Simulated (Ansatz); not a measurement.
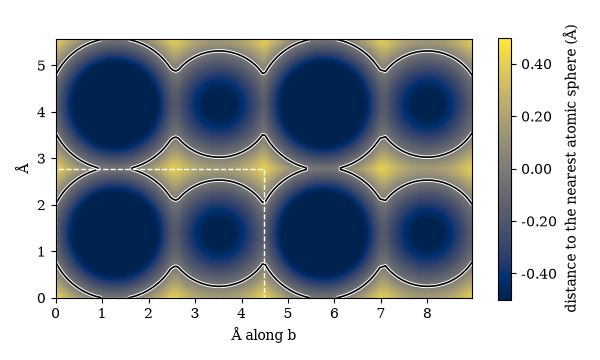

Map of the distance to the nearest atomic sphere in Ti (P6/mmm), computed on the section x = 0.571 (parallel to b and c; the dashed line is one cell). The black line marks the spheres' surfaces; positive values are empty space; unlabelled circles belong to atoms above or below the section.

The atoms' radii are metallic radii: Ti 1.47 Å.

The cell is taken from coordinates from a relaxation at fixed volume with DFT PBE, scalar-relativistic, plane waves, PAW (Ansatz).

```
CELL_PARAMETERS angstrom
4.48215 0.00000 0.00000
-2.24107 3.88165 0.00000
0.00000 0.00000 2.77875
ATOMIC_POSITIONS crystal
Ti 0.00000 0.00000 0.00000
Ti 0.33333 0.66667 0.50000
Ti 0.66667 0.33333 0.50000
```

### Where is the largest hole in this section, and how large is it?

At 0.571, 0.000, 0.000 (fractional), where the distance reaches 0.45 Å; it is enclosed by 5 Ti in a square pyramidal arrangement. It is the largest hole of the crystal.

### How much of the crystal lies outside the spheres?

About 20 % of the cell's volume, and 21 % of this section's area.

### What can pass through?

The largest sphere that fits anywhere has a diameter of 0.91 Å; the largest that can travel through the crystal, about 0.4 Å.
